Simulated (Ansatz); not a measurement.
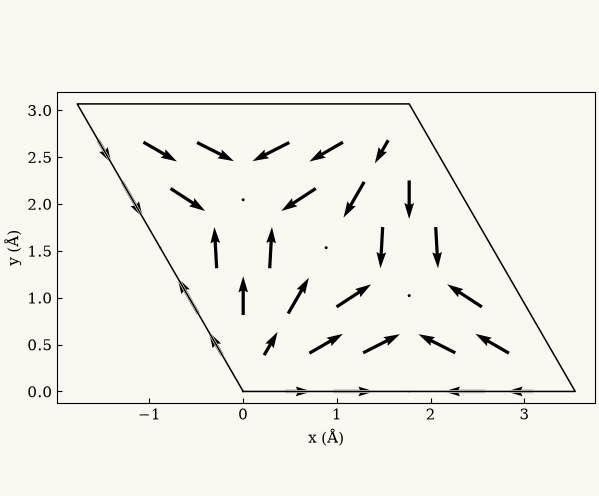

A bilayer of two PtS₂ sheets (1T type), the upper one turned by 180 degrees about the normal (6 atoms in the cell). 
- The upper layer of a bilayer is slid over the lower one; relaxed at each slide: the heights of all atoms; the origin of the map has S4 above S3.
- Places are given modulo a cell vector. The map is drawn in real space over the plane of the slide.
- Grid: 6 × 6 points; 7 points were computed and 29 follow by symmetry.
- Method: Ansatz, DFT PBE+D3(BJ), scalar-relativistic, plane waves, PAW. Settings: cutoff 420 eV, k-mesh 9×9×1, gaussian smearing 0.05 eV, no spin polarisation.

The picture shows arrows along the force (downhill), their lengths compressed, the outline of one cell of the plane.

Q: The arrows alone are given. Where are the wells?

A: The arrows converge at (2/6, 4/6) of the cell vectors; (4/6, 2/6) of the cell vectors (read from the interpolated surface).

The energy map of the same scan:

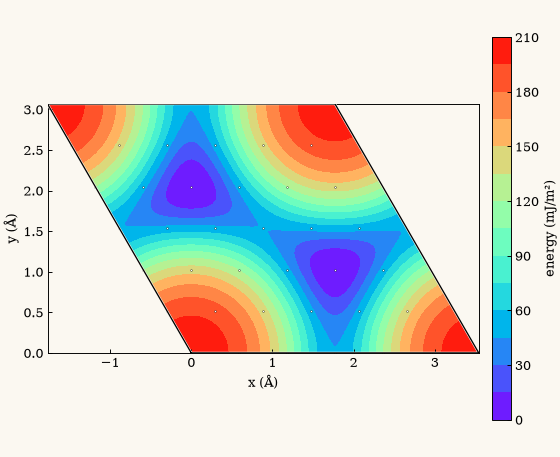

Energies are in mJ/m², from the lowest grid point; between grid points the surface is interpolated.
